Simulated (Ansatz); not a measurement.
Geometry relaxation, with input and output: Ca

- system: Ca (Fm-3m, 1 atom in the cell)
- method: DFT PBE, scalar-relativistic, plane waves, PAW, no spin polarisation (Ansatz 0.2.0)

The structure derives from a Materials Project entry. Figures and captions count atoms from 1; the log counts them from 0 in places.

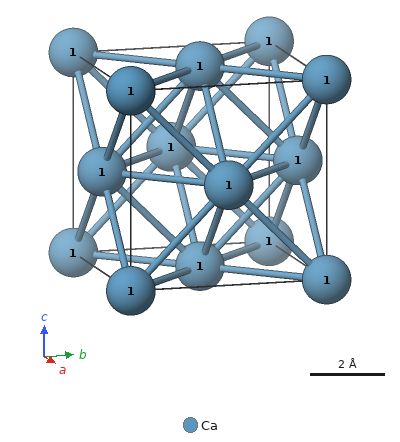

The structure as given in the input (ball-and-stick view of the cell 4 times as large as that of the calculation, set on its symmetry axes, seen slightly off an axis; atoms are numbered from 1 in the order of the input).

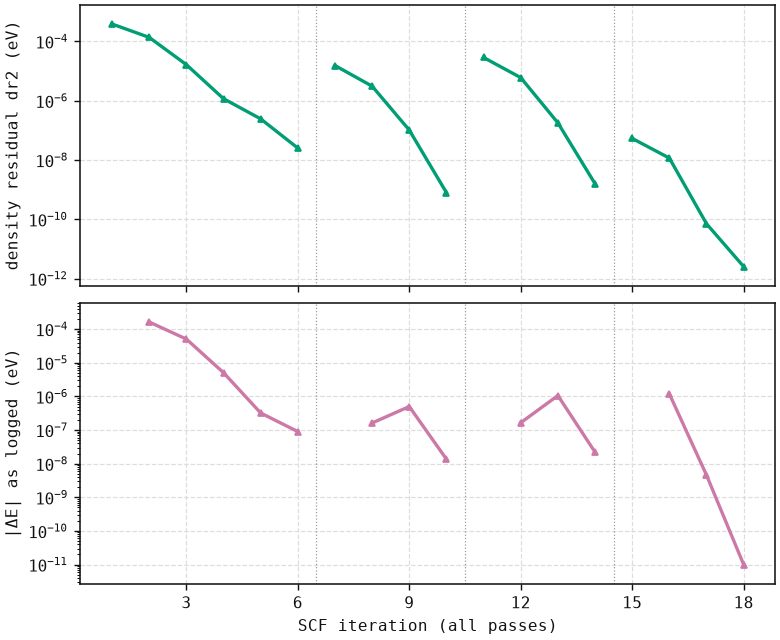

Convergence of the self-consistent field: density residual dr2 and size of the energy change against the SCF iteration. The dotted lines part the SCF passes of the relaxation: geometry steps, rejected trials and re-solves on a re-selected basis. The passes take 6, 4, 4 and 4 iterations.

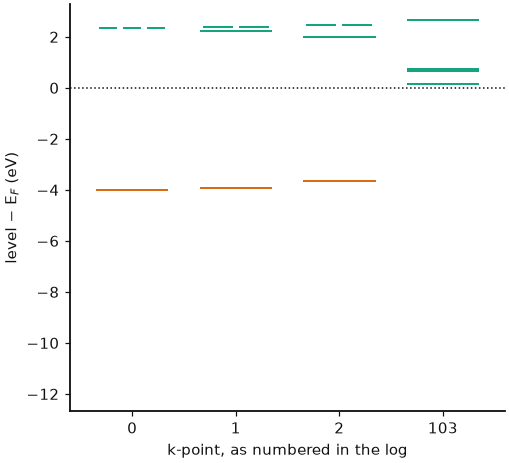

Kohn–Sham levels near the Fermi level (dotted) at the few k-points that the log prints; levels within 0.02 eV of each other stand side by side. The system is metallic on the full mesh.

These pictures come from the run below.

Input file:
```yaml
crystal:
  lattice:
    - [0.0, 2.7884079385, 2.7884079385]
    - [2.7884079385, 0.0, 2.7884079385]
    - [2.7884079385, 2.7884079385, 0.0]
  atoms:
    - { symbol: Ca, position: [0.0, 0.0, 0.0] }
basis:
  ecutwfc: 420
kpoints:
  mp_grid: { grid: [14, 14, 14] }
hamiltonian:
  xc: pbe
scf:
  occupations: { method: gaussian, width: 0.1 }
output:
  forces: true
  stress: true
  eigenvalues: true
relax:
  adjacent_minimum: "off"
  f_tol: 0.005
  max_steps: 80
  cell: { stress_tol: 0.05 }
```

Launch command:
```bash
ansatz run input.yaml --threads 1 --pin off --max-ram 2560MiB --backend cpu --events-out ev --progress --plain --runs-dir out
```

Log:
```
Engine: ansatz 0.2.0, aarch64-unknown-linux-gnu
Pseudopotentials: kind: paw
Pseudopotential: Ca, paw, valence charge 10, recommended cutoff 420 eV (normal), Ca.paw.azcp
Functional definition: PBE
  parameter kappa = 0.804
  parameter beta = 0.06672455060314922
  exchange = pbe_x(kappa = kappa, mu = beta*pi^2/3)
  correlation = pbe_c(beta = beta)
Crystal: 1 atoms, lattice volume = 43.361 Å³
Basis set: ecut = 420 eV, 869 PW (Γ), exchange–correlation on 54×54×54 points (8 copies of the dense FFT grid, shifted against one another)
Bands: 9, of which v1, the nominal top of the filled ones, is band 5 counted from 1 (4 counted from 0)
Symmetry: 48 space group operations
Space group: Fm-3m (ITA 225), of the structure as read, at distance tolerance 3.5e-5 Å
k-points: 104 of 2744
Non-local potential: Ca, projectors of the file, l = 0: 3, l = 1: 2, l = 2: 2
PAW form: soft (Blöchl's): semilocal exchange-correlation on the pseudo side does not see the compensation charge
PAW one-centre angular grid: Ca, 110 points (default); XC on 64 Gauss nodes
Initial density: superposition of atomic densities (neutral atoms: chi_scale 0, normalization atom), corrected by the library's trained network
Initial wavefunctions: pseudopotential atomic-orbital guess
Functional: x = pbe(κ = 0.804, μ = 0.2195149727645171), c = pbe(β = 0.06672455060314922)
SCF iter   1: F=—  HF=-1816.861899 eV  |F-HF|=—  |Δ(HF+E_count)|=         —  Δρ=8.24e-4  dr2=3.87e-4  ethr=1.77e-3  ⟨swp⟩=5.8  Hψ=7587  notcnv=0
preconditioner: auto → none  [metal: Δε(μ)=0.044 eV  Ē_g=3.481 eV  σ=0.100 eV  W_gap=0.24  n_scr=8 (ndim 8)  ℏωp=8.0 eV  f_vac=0.000  D(μ)=1.39/eV (n_scr^D=14)  sad-step TF]
SCF iter   2: F=—  HF=-1816.862062 eV  |F-HF|=—  |Δ(HF+E_count)|=   1.63e-4  Δρ=4.92e-4  dr2=1.37e-4  ethr=3.87e-6  ⟨swp⟩=2.5  Hψ=2254  notcnv=0
SCF iter   3: F=—  HF=-1816.862113 eV  |F-HF|=—  |Δ(HF+E_count)|=   5.07e-5  Δρ=1.39e-4  dr2=1.65e-5  ethr=1.37e-6  ⟨swp⟩=1.9  Hψ=1037  notcnv=0
SCF iter   4: F=—  HF=-1816.862108 eV  |F-HF|=—  |Δ(HF+E_count)|=   5.08e-6  Δρ=4.71e-5  dr2=1.17e-6  ethr=1.65e-7  ⟨swp⟩=2.6  Hψ=1466  notcnv=0
SCF iter   5: F=—  HF=-1816.862108 eV  |F-HF|=—  |Δ(HF+E_count)|=   3.22e-7  Δρ=1.61e-5  dr2=2.44e-7  ethr=1.17e-8  ⟨swp⟩=2.2  Hψ=1422  notcnv=0
SCF iter   6: F=-1816.862108 eV  HF=-1816.862108 eV  |F-HF|=1.63e-8  |Δ(HF+E_count)|=   8.99e-8  Δρ=5.19e-6  dr2=2.52e-8  ethr=1.00e-9  ⟨swp⟩=4.9  Hψ=4536  notcnv=0
SCF 1 converged in 6 iterations: F = -1816.862108 eV  dr2 = 2.52e-8
  greatest PAW one-centre occupation: 0.996 electrons in one spin orbital (limit 2), on the Ca atom at site 0 (counted from 0), in its partial waves of l = 0
relax step   1: F+E_penalty+E_count = -1816.86210819 eV  Δ(F+E_penalty+E_count) = +0.000e0 eV  max|allowed force component| = 0.000e0 eV/Å  Δτ_max = 0.0000 Å  P = -0.453 GPa  Ω = 43.361 Å³  (6 SCF iters, dr2 threshold 1.00e-7 eV, accepted)
Crystal: 1 atoms, lattice volume = 42.859 Å³
Initial density: handed on by an earlier stage of this run
Initial wavefunctions: those handed on with the density
iter 1 solved again at ethr=1.87e-7 eV; its pass at ethr=3.10e-3 eV (dr2=1.87e-5 eV) is discarded
SCF iter   1: F=—  HF=-1816.863256 eV  |F-HF|=—  |Δ(HF+E_count)|=         —  Δρ=1.54e-4  dr2=1.54e-5  ethr=1.87e-7  ⟨swp⟩=2.1  Hψ=7885  notcnv=0
preconditioner: auto → none  [metal: Δε(μ)=0.050 eV  Ē_g=3.491 eV  σ=0.100 eV  W_gap=0.27  n_scr=8 (ndim 8)  ℏωp=8.0 eV  f_vac=0.000  D(μ)=1.40/eV (n_scr^D=14)]
SCF iter   2: F=—  HF=-1816.863256 eV  |F-HF|=—  |Δ(HF+E_count)|=   1.62e-7  Δρ=8.25e-5  dr2=3.09e-6  ethr=1.54e-7  ⟨swp⟩=2.3  Hψ=1324  notcnv=0
SCF iter   3: F=—  HF=-1816.863257 eV  |F-HF|=—  |Δ(HF+E_count)|=   5.00e-7  Δρ=1.40e-5  dr2=1.02e-7  ethr=3.09e-8  ⟨swp⟩=1.0  Hψ=936  notcnv=0
SCF iter   4: F=-1816.863257 eV  HF=-1816.863257 eV  |F-HF|=3.80e-11  |Δ(HF+E_count)|=   1.36e-8  Δρ=2.47e-6  dr2=7.93e-10  ethr=1.00e-9  ⟨swp⟩=4.9  Hψ=4738  notcnv=0
SCF 2 converged in 4 iterations: F = -1816.863257 eV  dr2 = 7.93e-10
relax step   2: F+E_penalty+E_count = -1816.86325659 eV  Δ(F+E_penalty+E_count) = -1.148e-3 eV  max|allowed force component| = 0.000e0 eV/Å  Δτ_max = 0.0000 Å  P = -0.265 GPa  Ω = 42.859 Å³  energy of the carried Pulay correction = +1.979e-5 eV  (4 SCF iters, dr2 threshold 1.00e-7 eV, accepted)
Crystal: 1 atoms, lattice volume = 42.170 Å³
iter 1 solved again at ethr=3.04e-7 eV; its pass at ethr=3.10e-3 eV (dr2=3.04e-5 eV) is discarded
SCF iter   1: F=—  HF=-1816.863841 eV  |F-HF|=—  |Δ(HF+E_count)|=         —  Δρ=2.15e-4  dr2=2.87e-5  ethr=3.04e-7  ⟨swp⟩=2.2  Hψ=7940  notcnv=0
preconditioner: auto → none  [metal: Δε(μ)=0.044 eV  Ē_g=3.520 eV  σ=0.100 eV  W_gap=0.24  n_scr=8 (ndim 8)  ℏωp=8.1 eV  f_vac=0.000  D(μ)=1.40/eV (n_scr^D=14)]
SCF iter   2: F=—  HF=-1816.863841 eV  |F-HF|=—  |Δ(HF+E_count)|=   1.65e-7  Δρ=1.15e-4  dr2=6.01e-6  ethr=2.87e-7  ⟨swp⟩=2.1  Hψ=1260  notcnv=0
SCF iter   3: F=—  HF=-1816.863842 eV  |F-HF|=—  |Δ(HF+E_count)|=   1.06e-6  Δρ=1.91e-5  dr2=1.79e-7  ethr=6.01e-8  ⟨swp⟩=1.0  Hψ=936  notcnv=0
SCF iter   4: F=-1816.863842 eV  HF=-1816.863842 eV  |F-HF|=5.05e-11  |Δ(HF+E_count)|=   2.20e-8  Δρ=3.71e-6  dr2=1.58e-9  ethr=1.00e-9  ⟨swp⟩=5.0  Hψ=5144  notcnv=0
SCF 3 converged in 4 iterations: F = -1816.863842 eV  dr2 = 1.58e-9
relax step   3: F+E_penalty+E_count = -1816.86384212 eV  Δ(F+E_penalty+E_count) = -5.855e-4 eV  max|allowed force component| = 0.000e0 eV/Å  Δτ_max = 0.0000 Å  P = +0.009 GPa  Ω = 42.170 Å³  energy of the carried Pulay correction = +4.729e-5 eV  (4 SCF iters, dr2 threshold 1.00e-7 eV, accepted)
Initial wavefunctions: pseudopotential atomic-orbital guess (no wavefunctions were taken with the density)
iter 1 solved again at ethr=5.07e-8 eV; its pass at ethr=3.10e-3 eV (dr2=5.07e-6 eV) is discarded
SCF iter   1: F=—  HF=-1816.863794 eV  |F-HF|=—  |Δ(HF+E_count)|=         —  Δρ=3.05e-5  dr2=5.34e-8  ethr=5.07e-8  ⟨swp⟩=3.4  Hψ=10549  notcnv=0
preconditioner: auto → none  [metal: Δε(μ)=0.044 eV  Ē_g=3.522 eV  σ=0.100 eV  W_gap=0.25  n_scr=8 (ndim 8)  ℏωp=8.1 eV  f_vac=0.000  D(μ)=1.40/eV (n_scr^D=14)]
SCF iter   2: F=—  HF=-1816.863795 eV  |F-HF|=—  |Δ(HF+E_count)|=   1.19e-6  Δρ=1.47e-5  dr2=1.16e-8  ethr=5.34e-10  ⟨swp⟩=1.4  Hψ=1069  notcnv=0
SCF iter   3: F=—  HF=-1816.863795 eV  |F-HF|=—  |Δ(HF+E_count)|=   4.58e-9  Δρ=6.39e-7  dr2=7.04e-11  ethr=1.16e-10  ⟨swp⟩=1.8  Hψ=1223  notcnv=0
SCF iter   4: F=-1816.863795 eV  HF=-1816.863795 eV  |F-HF|=1.36e-12  |Δ(HF+E_count)|=  1.00e-11  Δρ=1.49e-7  dr2=2.53e-12  ethr=1.00e-12  ⟨swp⟩=5.6  Hψ=3974  notcnv=0
SCF 4 converged in 4 iterations: F = -1816.863795 eV  dr2 = 2.53e-12
relax step   4: F+E_penalty+E_count = -1816.86379507 eV  Δ(F+E_penalty+E_count) = +4.705e-5 eV  max|allowed force component| = 0.000e0 eV/Å  Δτ_max = 0.0000 Å  P = +0.008 GPa  Ω = 42.170 Å³  stress off target by 8.37e-3 GPa  SCF on the basis re-selected at this cell (its energy is not comparable with the rows above)  (4 SCF iters)
basis re-selected at this cell: Δ(F+E_penalty+E_count) = +4.705e-5 eV, ΔP = -0.000 GPa vs the last step (what re-selecting the basis moved, of the pressure what is left beyond the Pulay correction that the steps carried, after the strain that the cell walked since its last selection, with what the two solves' SCF thresholds leave and, on support functions, any second-order correction that the steps lacked; it is no measure of the basis error at this ecutwfc). This SCF's stress stands 8.37e-3 GPa from its target on what of the cell is left free (relax.cell.stress_tol is 5.00e-2 GPa) and its largest allowed force component is 0.00e0 eV/Å (relax.f_tol is 5.00e-3 eV/Å): within both
SCF converged after 4 iterations
Free energy (F): -1816.863795 eV
Harris-Foulkes:  -1816.863795 eV  (|F-HF|=1.36e-12)
Internal energy: -1816.856782 eV  (E = F + TS)
E sigma→0 (E₀):  -1816.860288 eV
Entropy (-TS):   -0.007013 eV (-7.013 meV/atom)
Fermi energy:    4.941890 eV
--- Per-component energies (eV) ---
  E_band       = -175.220340
  E_kinetic    = 275.501108
  E_local      = -848.351717  (includes V_loc(G=0)·N_el)
  E_nonlocal   = 63.654129
  E_hartree    = 283.908794
  E_xc         = -135.888265
  E_vxc        = -169.375345  (∫ρ·V_xc dr)
  E_paw        = -858.241081  (= ΣΔE_a)
  E_vpaw       = -64.466127  (= ΣTr[D̂ρ^β])
  E_aug_tail   = -0.000006  (compensation charges beyond the density's cutoff)
  E_ewald      = -597.439744
  E_smearing   = -0.007013  (= −TS)
  E_closure    = -0.000000  (closes the sum)
  Σ components = -1816.863795   (vs F -1816.863795, Δ=0.00e0)
--- Forces (eV/Å), atoms counted from 1 ---
  atom   1  Ca     0.00000000    -0.00000000     0.00000000
  max |Σ_I F_I| component: 6.57e-32 eV/Å
--- Stress (GPa, compression-positive) ---
        0.008368       0.000000       0.000000
        0.000000       0.008368       0.000000
        0.000000       0.000000       0.008368
  P = ⅓ Tr σ = 0.0084 GPa (0.084 kbar)
--- Band table (eV; the first three rows and the last of 104) ---
  k-point 0: bands = ["-37.0798", "-17.9958", "-17.9958", "-17.9958", "0.9257", "7.2837", "7.2837", "7.2837", "8.3518"]
  k-point 1: bands = ["-37.0792", "-18.0028", "-17.9968", "-17.9968", "1.0130", "7.1889", "7.3173", "7.3173", "8.3222"]
  k-point 2: bands = ["-37.0773", "-18.0222", "-17.9994", "-17.9994", "1.2705", "6.9324", "7.3938", "7.3938", "8.2688"]
  k-point 103: bands = ["-37.0618", "-18.0950", "-18.0774", "-18.0475", "5.1011", "5.6065", "5.6876", "7.5947", "9.2209"]
--- Relaxed structure (3 steps of the walk, 3 accepted, 1 SCFs on fresh bases) ---
  F+E_penalty+E_count = -1816.86379507 eV   max|allowed force component| = 0.000e0 eV/Å   (the final SCF, on the basis selected at the relaxed cell)
  cell:  # Å, volume = 42.1698 Å³
    - [-7.603250455336387e-35, 2.7626379538044303, 2.7626379538044303]
    - [2.7626379538044303, 4.0126054759052775e-34, 2.7626379538044303]
    - [2.7626379538044303, 2.7626379538044303, 1.2423950089583701e-33]
  atoms:
    - { symbol: Ca, position: [0.0, 0.0, 0.0] }
```

Trajectory as extended XYZ (Å, eV, eV/Å), 4 frames, from step=1 to step=4:
```
1
Lattice="0.0000 2.7884 2.7884 2.7884 0.0000 2.7884 2.7884 2.7884 0.0000" Properties=species:S:1:pos:R:3:forces:R:3 step=1 energy=-1816.86211 pressure_GPa=-0.45
Ca    0.0000    0.0000    0.0000    0.0000   0.0000   0.0000
1
Lattice="0.0000 2.7776 2.7776 2.7776 0.0000 2.7776 2.7776 2.7776 0.0000" Properties=species:S:1:pos:R:3:forces:R:3 step=2 energy=-1816.86326 pressure_GPa=-0.27
Ca    0.0000    0.0000    0.0000    0.0000   0.0000   0.0000
1
Lattice="0.0000 2.7626 2.7626 2.7626 0.0000 2.7626 2.7626 2.7626 0.0000" Properties=species:S:1:pos:R:3:forces:R:3 step=3 energy=-1816.86384 pressure_GPa=0.01
Ca    0.0000    0.0000    0.0000    0.0000   0.0000   0.0000
1
Lattice="0.0000 2.7626 2.7626 2.7626 0.0000 2.7626 2.7626 2.7626 0.0000" Properties=species:S:1:pos:R:3:forces:R:3 step=4 energy=-1816.86379 pressure_GPa=0.01
Ca    0.0000    0.0000    0.0000    0.0000   0.0000   0.0000
```

Key numbers:

- outcome: converged
- space group (tolerance 0.01 Å): Fm-3m (225)
- electrons treated: 10
- free energy: −1816.8638 eV
- Fermi energy: 4.942 eV
- gap on the k-point mesh: none (metallic)
- pressure: 0.01 GPa
- final volume: 42.17 Å³
- largest force (length of the vector) at the end: under 0.001 eV/Å
- final cell: a = 3.907 Å, b = 3.907 Å, c = 3.907 Å, α = 60.00°, β = 60.00°, γ = 60.00°
- hardware: 1 thread of Arm Neoverse V1, 24 GiB of memory available, shared host
- wall time: 10 s
- peak memory: 0.32 GiB
